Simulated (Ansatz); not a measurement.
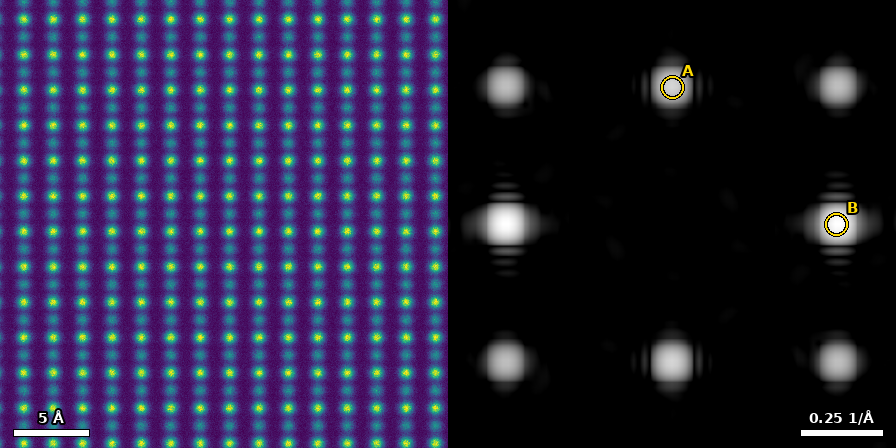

Z-contrast image of Ni (P6/mmm, No. 191) along [210]. Simulation: incoherent imaging, intensity Z^1.7 per atom, probe width 0.68 Å, thin sample. The probe carries 25 % of its weight in a tail 2.5 times as wide. Shot noise was added. Atomic positions: the geometry relaxed with DFT, r2SCAN, plane waves (500 eV) with PAW, scalar-relativistic in Ansatz 0.2.0; the starting structure was generated, so it need not be a known form of this composition.

The right panel is the modulus of the image's Fourier transform on a logarithmic scale.

a = 3.939 Å, b = 3.939 Å, c = 2.367 Å, α = 90.00°, β = 90.00°, γ = 120.00°

**Index the marked spots and give their plane spacings (the zone axis points at the viewer; indices equivalent by symmetry, or all signs reversed, are as good).**

A: (0 0 -1), d = 2.37 Å; B: (1 -2 0), d = 1.97 Å. A and B enclose 90°, and every spot obeys the zone law hu + kv + lw = 0 for [210].
